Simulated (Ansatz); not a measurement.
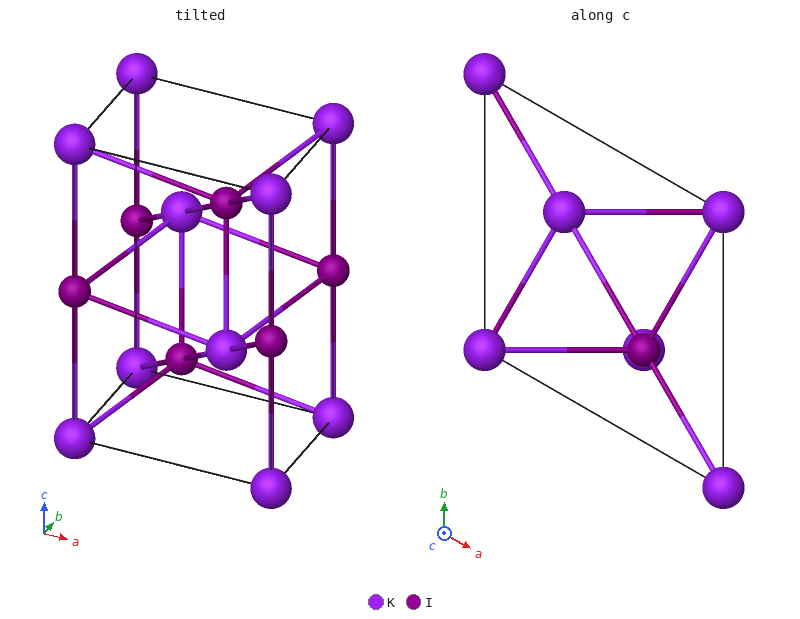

Ball-and-stick drawing of the structure, looking slightly off an axis and along the c axis. Atoms at the boundary of the conventional unit cell (the box) are drawn once for each face, edge or corner they touch.

KI, space group R-3m (No. 166), a = 6.327 Å, b = 6.327 Å, c = 7.156 Å, α = 90.00°, β = 90.00°, γ = 120.00°. The structure comes from a structure type filled with these elements by a generator (whether the compound takes this form wasn't checked). The cell was then strained or its atoms displaced on purpose. Ansatz was used for an electronic-structure calculation on it.

This one geometry was computed with Ansatz (DFT, plane waves, PAW) at three levels of theory: r2SCAN, PBE and HSE06. It was relaxed with r2SCAN and then strained.

**How does the band gap change with the level of theory?**

PBE: a gap of 3.25 eV, indirect; r2SCAN: a gap of 3.94 eV, indirect; HSE06: a gap of 4.21 eV, indirect.

**Collect the results in a table.**

| level | cutoff (eV) | k-mesh of the run's cell | gap (eV) | pressure (GPa) |
| --- | --- | --- | --- | --- |
| r2SCAN | 500 | 6×6×6 | 3.94 | -0.4 |
| PBE | 420 | 6×6×6 | 3.25 | 0.0 |
| HSE06 | 420 | 4×4×4 | 4.21 | -0.2 |

Gaps are taken on the k-mesh or band path of each run.
